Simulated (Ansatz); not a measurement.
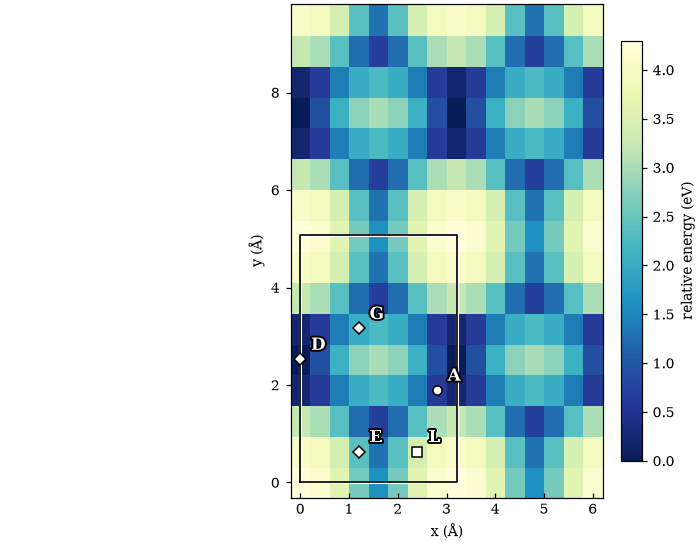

C on a Hf(100) slab cut from the P6_3/mmc phase, its upper half relaxed before the scan (8 atoms of substrate and one adsorbate in a 2 × 1 cell). 
- C is moved over the surface cell; relaxed at each place: the height of the adsorbate's atoms; substrate rigid; the origin of the map has the adsorbate above Hf7.
- Places are given modulo a cell vector. The map is drawn in real space over the plane of the surface.
- The grid has 8 × 8 points; 25 points were computed and 39 follow by symmetry.
- Places are given in fractions of the 1 × 1 surface cell.
- Energies are in eV, from the lowest grid point.
- The relaxed height changes by up to 1.0 Å between neighbouring points.
- These are results of Ansatz 0.2.0, DFT PBE, scalar-relativistic, plane waves, PAW, not measurements. Settings: cutoff 420 eV, k-mesh 4×5×1, gaussian smearing 0.1 eV, no spin polarisation.

In the figure: one coloured cell a grid point, the outline of one cell of the 2 × 2 shown, lettered points.

Q: Rank the lettered points by energy, lowest first.

A: D (0.00 eV), A (0.63 eV), G (2.02 eV), E (2.36 eV), L (3.41 eV).
